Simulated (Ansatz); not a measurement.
Run report: TlBr, phonon calculation (part 1 of 2)

The run: phonon calculation of TlBr (Pm-3m, 2 atoms in the cell). Method and program: DFT, PBEsol, PAW with Ansatz's default frozen-core files, scalar-relativistic; harmonic phonons by finite displacements, no spin polarisation (Ansatz 0.2.0).

The structure derives from an entry of the Crystallography Open Database. It belongs to a series of runs on one base structure; here: PAW files in place of LAPW.

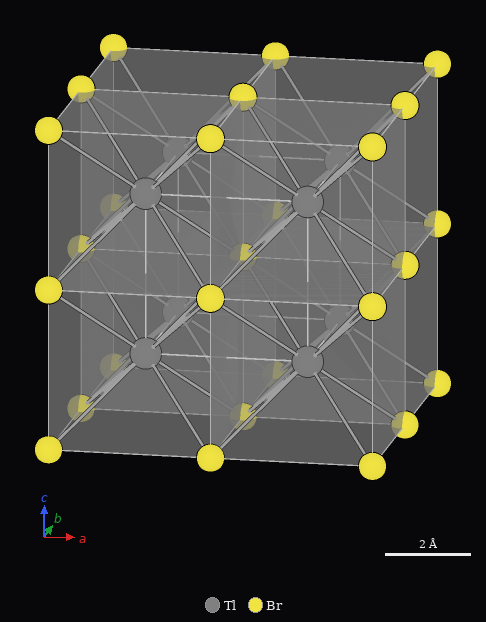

Figure 1. The structure as given in the input (polyhedral view of the cell of the calculation, seen slightly off an axis; polyhedra are completed across the faces of the cell). An atom can appear more than once, as a periodic image.

**The input**
```yaml
crystal:
  lattice:
    - [3.91453133945, 0.0, 0.0]
    - [0.0, 3.91453133945, 0.0]
    - [0.0, 0.0, 3.91453133945]
  atoms:
    - { symbol: Tl, position: [0.0, 0.0, 0.0] }
    - { symbol: Br, position: [0.5, 0.5, 0.5] }
kpoints:
  mp_grid: { grid: [6, 6, 6] }
scf:
  occupations: { method: fixed }
hamiltonian:
  xc: pbesol
  pseudopotentials: { kind: paw }
phonons:
  qmesh: [2, 2, 2]
  qpath:
    path:
      - [0.0, 0.0, 0.0]
      - [0.0, 0.5, 0.0]
      - [0.5, 0.5, 0.0]
      - [0.0, 0.0, 0.0]
      - [0.5, 0.5, 0.5]
      - [0.0, 0.5, 0.0]
      - [0.5, 0.5, 0.5]
      - [0.5, 0.5, 0.0]
    npoints: 6
  temperatures: { t_min: 0, t_max: 1000, t_step: 100 }
```

Hardware: 1 thread of AMD EPYC (Zen 3), 64 GiB of memory available, shared host.

Run as:
```bash
ansatz run input.yaml --threads 1 --pin off --max-ram 3072MiB --backend cpu --events-out ev --progress --plain --runs-dir out
```

**Output**
```
Engine: ansatz 0.2.0, x86_64-unknown-linux-gnu
Pseudopotentials: kind: paw
Pseudopotential: Tl, paw, valence charge 13, recommended cutoff 420 eV (normal), Tl.paw.azcp
Pseudopotential: Br, paw, valence charge 7, recommended cutoff 420 eV (normal), Br.paw.azcp
Functional definition: PBEsol
  exchange = pbesol_x
  correlation = pbesol_c
Crystal: 4 atoms, lattice volume = 119.969 Å³
Basis set: ecut = 420 eV, 2369 PW (Γ), FFT grids on a1, a2, a2+a3, exchange–correlation on 54×80×80 points (8 copies of the dense FFT grid, shifted against one another)
Bands: 24, of which v1, the nominal top of the filled ones, is band 20 counted from 1 (19 counted from 0)
Symmetry: 32 space group operations
k-points: 24 of 108
Non-local potential: Tl, projectors of the file, l = 0: 2, l = 1: 2, l = 2: 2, l = 3: 1
Non-local potential: Br, projectors of the file, l = 0: 2, l = 1: 2, l = 2: 2
PAW form: soft (Blöchl's): semilocal exchange-correlation on the pseudo side does not see the compensation charge
PAW frozen core: Tl, regenerated for the run's functional, and the local potential with it (the file was generated under x = pbe(κ = 0.804, μ = 0.2195149727645171), c = pbe(β = 0.06672455060314922))
PAW frozen core: Br, regenerated for the run's functional, and the local potential with it (the file was generated under x = pbe(κ = 0.804, μ = 0.2195149727645171), c = pbe(β = 0.06672455060314922))
PAW one-centre angular grid: Tl, 590 points (default); XC on 64 Gauss nodes
PAW one-centre angular grid: Br, 110 points (default); XC on 64 Gauss nodes
Initial density: handed on by an earlier stage of this run
Initial wavefunctions: those handed on with the density
Functional: x = pbesol(κ = 0.804, μ = 0.12345679012345678), c = pbesol(β = 0.046)
SCF iter   1: F=—  HF=-28067.393748 eV  |F-HF|=—  |Δ(HF+E_count)|=         —  Δρ=1.27e-7  dr2=2.68e-11  ethr=1.56e-12  ⟨swp⟩=3.0  Hψ=1918  notcnv=0
preconditioner: auto → Resta (q_TF=auto, 2.272 Å⁻¹)  ε∞=4.6  [insulator: Δε(μ)=1.587 eV  Ē_g=11.370 eV  n_scr=30 (ndim 8)  ℏωp=21.4 eV  f_vac=0.000  ε∞_Penn≈4.6]
SCF iter   2: F=-28067.393748 eV  HF=-28067.393748 eV  |F-HF|=1.82e-11  |Δ(HF+E_count)|=  1.09e-11  Δρ=5.98e-8  dr2=5.37e-12  ethr=1.00e-12  ⟨swp⟩=3.2  Hψ=1652  notcnv=0
SCF 1 converged in 2 iterations: F = -28067.393748 eV  dr2 = 5.37e-12
  greatest PAW one-centre occupation: 0.966 electrons in one spin orbital (limit 2), on the Tl atom at site 2 (counted from 0), in its partial waves of l = 2
Crystal: 2 atoms, lattice volume = 59.985 Å³
Basis set: ecut = 420 eV, 1189 PW (Γ), exchange–correlation on 54×54×54 points (8 copies of the dense FFT grid, shifted against one another)
Bands: 14, of which v1, the nominal top of the filled ones, is band 10 counted from 1 (9 counted from 0)
Symmetry: 48 space group operations
k-points: 40 of 216 (irreducible under 8 space group operations, time reversal used)
Initial density: read from a saved state, or passed on in memory by an earlier SCF of this step, an earlier step, the calling program or the single point that the run made first
Initial wavefunctions: pseudopotential atomic-orbital guess
iter 1 solved again at ethr=4.67e-7 eV; its pass at ethr=3.10e-3 eV (dr2=9.34e-5 eV) is discarded
SCF iter   1: F=—  HF=-14033.696871 eV  |F-HF|=—  |Δ(HF+E_count)|=         —  Δρ=1.17e-6  dr2=3.62e-10  ethr=4.67e-7  ⟨swp⟩=3.4  Hψ=4369  notcnv=0  defer=75
eigensolver tolerance schedule: the retry pair's looser diagonalisation over-reported the residual by 257942.26 of it (diagonalisation noise at an unbounded share of the residual, at the tolerance the schedule requests for it); recorded, not acted on — ethr = c·dr2/N_el stays at c = 1.0e-1
preconditioner: auto → Resta (q_TF=auto, 2.272 Å⁻¹)  ε∞=3.7  [insulator: Δε(μ)=1.587 eV  Ē_g=13.064 eV  n_scr=18 (ndim 8)  ℏωp=21.4 eV  f_vac=0.000  ε∞_Penn≈3.7]
SCF iter   2: F=—  HF=-14033.696874 eV  |F-HF|=—  |Δ(HF+E_count)|=   2.60e-6  Δρ=5.67e-7  dr2=8.64e-11  ethr=1.00e-12  ⟨swp⟩=4.9  Hψ=3478  notcnv=0
SCF iter   3: F=-14033.696874 eV  HF=-14033.696874 eV  |F-HF|=1.64e-11  |Δ(HF+E_count)|=  5.46e-11  Δρ=3.73e-7  dr2=3.34e-11  ethr=1.00e-12  ⟨swp⟩=1.0  Hψ=1280  notcnv=0
SCF 2 converged in 3 iterations: F = -14033.696874 eV  dr2 = 3.34e-11
  greatest PAW one-centre occupation: 0.966 electrons in one spin orbital (limit 2), on the Tl atom at site 0 (counted from 0), in its partial waves of l = 2
DFPT response loops at Γ: preconditioner auto → none (the input reference at scf.mixing.eps_inf says where Resta's filter doesn't serve); β = 0.50; Broyden in place of MSR1
── the response to a field inside a basis, on 8×8×8 k-points: an SCF that follows is theirs, and a resumed run solves both again ──
Bands: 11, of which v1, the nominal top of the filled ones, is band 10 counted from 1 (9 counted from 0)
k-points: 20
Initial wavefunctions: pseudopotential atomic-orbital guess (no wavefunctions were taken with the density)
Eigensolver: Dense (20 Hₖ)
SCF iter   1: F=—  HF=-14033.696689 eV  |F-HF|=—  |Δ(HF+E_count)|=         —  Δρ=6.61e-5  dr2=2.46e-6  ethr=1.00e-1
preconditioner: auto → Resta (q_TF=auto, 2.272 Å⁻¹)  ε∞=4.9  [insulator: Δε(μ)=1.948 eV  Ē_g=10.862 eV  n_scr=18 (ndim 8)  ℏωp=21.4 eV  f_vac=0.000  ε∞_Penn≈4.9]
SCF iter   2: F=—  HF=-14033.696690 eV  |F-HF|=—  |Δ(HF+E_count)|=   4.06e-7  Δρ=3.24e-5  dr2=5.05e-7  ethr=1.23e-8
SCF iter   3: F=-14033.696690 eV  HF=-14033.696690 eV  |F-HF|=8.27e-9  |Δ(HF+E_count)|=   3.02e-7  Δρ=5.96e-6  dr2=1.62e-8  ethr=2.53e-9
SCF 1 converged in 3 iterations: F = -14033.696690 eV  dr2 = 1.62e-8
DFPT response loops at Γ: mixed as the last ones told, above
Symmetry: 2 space group operations
k-points: 40 of 108 (time reversal used)
iter 1 solved again at ethr=2.58e-7 eV; its pass at ethr=3.10e-3 eV (dr2=1.03e-4 eV) is discarded
SCF iter   1: F=—  HF=-28067.393755 eV  |F-HF|=—  |Δ(HF+E_count)|=         —  Δρ=5.72e-5  dr2=7.75e-6  ethr=2.58e-7  ⟨swp⟩=3.0  Hψ=4594  notcnv=0  defer=71
SCF iter   2: F=—  HF=-28067.393746 eV  |F-HF|=—  |Δ(HF+E_count)|=   9.67e-6  Δρ=2.11e-5  dr2=7.68e-7  ethr=1.94e-8  ⟨swp⟩=2.4  Hψ=1714  notcnv=0  defer=45
SCF iter   3: F=—  HF=-28067.393746 eV  |F-HF|=—  |Δ(HF+E_count)|=   1.71e-7  Δρ=4.95e-6  dr2=1.63e-8  ethr=1.92e-9  ⟨swp⟩=2.1  Hψ=1639  notcnv=0  defer=7
SCF iter   4: F=—  HF=-28067.393746 eV  |F-HF|=—  |Δ(HF+E_count)|=   2.43e-9  Δρ=5.48e-7  dr2=4.65e-10  ethr=4.08e-11  ⟨swp⟩=2.0  Hψ=1625  notcnv=0  defer=7
SCF iter   5: F=—  HF=-28067.393746 eV  |F-HF|=—  |Δ(HF+E_count)|=  6.55e-11  Δρ=1.49e-7  dr2=2.72e-11  ethr=1.16e-12  ⟨swp⟩=2.1  Hψ=1733  notcnv=0  defer=7
SCF iter   6: F=-28067.393746 eV  HF=-28067.393746 eV  |F-HF|=0.00e0  |Δ(HF+E_count)|=  2.18e-11  Δρ=3.15e-8  dr2=9.55e-13  ethr=1.00e-12  ⟨swp⟩=6.0  Hψ=4615  notcnv=0
SCF 2 converged in 6 iterations: F = -28067.393746 eV  dr2 = 9.55e-13
iter 1 solved again at ethr=1.90e-8 eV; its pass at ethr=3.10e-3 eV (dr2=7.62e-6 eV) is discarded
SCF iter   1: F=—  HF=-28067.393753 eV  |F-HF|=—  |Δ(HF+E_count)|=         —  Δρ=3.85e-5  dr2=3.09e-6  ethr=1.90e-8  ⟨swp⟩=3.0  Hψ=5156  notcnv=0  defer=69
SCF iter   2: F=—  HF=-28067.393746 eV  |F-HF|=—  |Δ(HF+E_count)|=   6.97e-6  Δρ=1.74e-5  dr2=4.38e-7  ethr=7.72e-9  ⟨swp⟩=2.3  Hψ=1356  notcnv=0  defer=44
SCF iter   3: F=—  HF=-28067.393746 eV  |F-HF|=—  |Δ(HF+E_count)|=   1.05e-8  Δρ=4.34e-6  dr2=1.71e-8  ethr=1.10e-9  ⟨swp⟩=2.5  Hψ=1671  notcnv=0  defer=44
SCF iter   4: F=—  HF=-28067.393746 eV  |F-HF|=—  |Δ(HF+E_count)|=   7.94e-9  Δρ=1.19e-6  dr2=2.68e-9  ethr=4.27e-11  ⟨swp⟩=2.0  Hψ=1665  notcnv=0  defer=44
SCF iter   5: F=—  HF=-28067.393746 eV  |F-HF|=—  |Δ(HF+E_count)|=  2.84e-10  Δρ=2.95e-7  dr2=1.59e-10  ethr=6.71e-12  ⟨swp⟩=2.1  Hψ=1664  notcnv=0  defer=44
SCF iter   6: F=—  HF=-28067.393746 eV  |F-HF|=—  |Δ(HF+E_count)|=    0.00e0  Δρ=1.07e-7  dr2=2.45e-11  ethr=1.00e-12  ⟨swp⟩=1.4  Hψ=995  notcnv=0  defer=44
SCF iter   7: F=-28067.393746 eV  HF=-28067.393746 eV  |F-HF|=7.28e-12  |Δ(HF+E_count)|=    0.00e0  Δρ=1.38e-8  dr2=2.99e-13  ethr=1.00e-12  ⟨swp⟩=6.0  Hψ=4564  notcnv=0
SCF 3 converged in 7 iterations: F = -28067.393746 eV  dr2 = 2.99e-13
Basis set: ecut = 420 eV, 2355 PW (Γ), exchange–correlation on 54×54×108 points (8 copies of the dense FFT grid, shifted against one another)
k-points: 20 of 108
SCF iter   1: F=—  HF=-28067.393748 eV  |F-HF|=—  |Δ(HF+E_count)|=         —  Δρ=1.05e-7  dr2=1.46e-11  ethr=1.56e-12  ⟨swp⟩=3.0  Hψ=1596  notcnv=0
preconditioner: auto → Resta (q_TF=auto, 2.272 Å⁻¹)  ε∞=4.5  [insulator: Δε(μ)=1.587 eV  Ē_g=11.396 eV  n_scr=28 (ndim 8)  ℏωp=21.4 eV  f_vac=0.000  ε∞_Penn≈4.5]
SCF iter   2: F=-28067.393748 eV  HF=-28067.393748 eV  |F-HF|=7.28e-12  |Δ(HF+E_count)|=  7.28e-12  Δρ=3.88e-8  dr2=2.12e-12  ethr=1.00e-12  ⟨swp⟩=3.6  Hψ=1384  notcnv=0
SCF 4 converged in 2 iterations: F = -28067.393748 eV  dr2 = 2.12e-12
k-points: 34 of 108 (time reversal used)
iter 1 solved again at ethr=2.63e-7 eV; its pass at ethr=3.10e-3 eV (dr2=1.05e-4 eV) is discarded
SCF iter   1: F=—  HF=-28067.393749 eV  |F-HF|=—  |Δ(HF+E_count)|=         —  Δρ=5.70e-5  dr2=6.21e-6  ethr=2.63e-7  ⟨swp⟩=3.0  Hψ=3943  notcnv=0  defer=60
SCF iter   2: F=—  HF=-28067.393746 eV  |F-HF|=—  |Δ(HF+E_count)|=   2.33e-6  Δρ=2.17e-5  dr2=5.75e-7  ethr=1.55e-8  ⟨swp⟩=2.4  Hψ=1386  notcnv=0  defer=36
SCF iter   3: F=—  HF=-28067.393745 eV  |F-HF|=—  |Δ(HF+E_count)|=   1.10e-6  Δρ=5.47e-6  dr2=1.94e-8  ethr=1.44e-9  ⟨swp⟩=2.0  Hψ=1379  notcnv=0  defer=9
SCF iter   4: F=—  HF=-28067.393745 eV  |F-HF|=—  |Δ(HF+E_count)|=   2.10e-9  Δρ=8.88e-7  dr2=1.59e-9  ethr=4.86e-11  ⟨swp⟩=2.5  Hψ=1436  notcnv=0  defer=9
SCF iter   5: F=—  HF=-28067.393745 eV  |F-HF|=—  |Δ(HF+E_count)|=  5.09e-11  Δρ=2.84e-7  dr2=1.20e-10  ethr=3.97e-12  ⟨swp⟩=2.2  Hψ=1142  notcnv=0  defer=9
SCF iter   6: F=-28067.393745 eV  HF=-28067.393745 eV  |F-HF|=3.64e-12  |Δ(HF+E_count)|=  4.37e-11  Δρ=4.87e-8  dr2=2.39e-12  ethr=1.00e-12  ⟨swp⟩=5.3  Hψ=4385  notcnv=0
SCF 5 converged in 6 iterations: F = -28067.393745 eV  dr2 = 2.39e-12
iter 1 solved again at ethr=1.52e-8 eV; its pass at ethr=3.10e-3 eV (dr2=6.06e-6 eV) is discarded
SCF iter   1: F=—  HF=-28067.393744 eV  |F-HF|=—  |Δ(HF+E_count)|=         —  Δρ=3.41e-5  dr2=1.78e-6  ethr=1.52e-8  ⟨swp⟩=3.0  Hψ=4389  notcnv=0  defer=52
SCF iter   2: F=—  HF=-28067.393744 eV  |F-HF|=—  |Δ(HF+E_count)|=   3.76e-7  Δρ=1.70e-5  dr2=3.59e-7  ethr=4.46e-9  ⟨swp⟩=2.0  Hψ=978  notcnv=0  defer=33
SCF iter   3: F=—  HF=-28067.393744 eV  |F-HF|=—  |Δ(HF+E_count)|=   1.62e-8  Δρ=3.24e-6  dr2=1.61e-8  ethr=8.98e-10  ⟨swp⟩=2.8  Hψ=1424  notcnv=0  defer=33
SCF iter   4: F=—  HF=-28067.393744 eV  |F-HF|=—  |Δ(HF+E_count)|=   3.00e-9  Δρ=1.22e-6  dr2=2.38e-9  ethr=4.03e-11  ⟨swp⟩=2.1  Hψ=1419  notcnv=0  defer=33
SCF iter   5: F=—  HF=-28067.393744 eV  |F-HF|=—  |Δ(HF+E_count)|=  5.97e-10  Δρ=2.50e-7  dr2=9.62e-11  ethr=5.94e-12  ⟨swp⟩=2.0  Hψ=1398  notcnv=0  defer=33
SCF iter   6: F=—  HF=-28067.393744 eV  |F-HF|=—  |Δ(HF+E_count)|=  7.28e-12  Δρ=6.73e-8  dr2=8.00e-12  ethr=1.00e-12  ⟨swp⟩=2.1  Hψ=1429  notcnv=0  defer=33
SCF iter   7: F=-28067.393744 eV  HF=-28067.393744 eV  |F-HF|=1.09e-11  |Δ(HF+E_count)|=  7.28e-12  Δρ=1.84e-8  dr2=6.90e-13  ethr=1.00e-12  ⟨swp⟩=5.1  Hψ=3672  notcnv=0
SCF 6 converged in 7 iterations: F = -28067.393744 eV  dr2 = 6.90e-13
Basis set: ecut = 420 eV, 2397 PW (Γ), FFT grids on a1, a2, 2a1−a2+a3, exchange–correlation on 80×80×80 points (8 copies of the dense FFT grid, shifted against one another)
Symmetry: 96 space group operations
k-points: 10 of 108
```
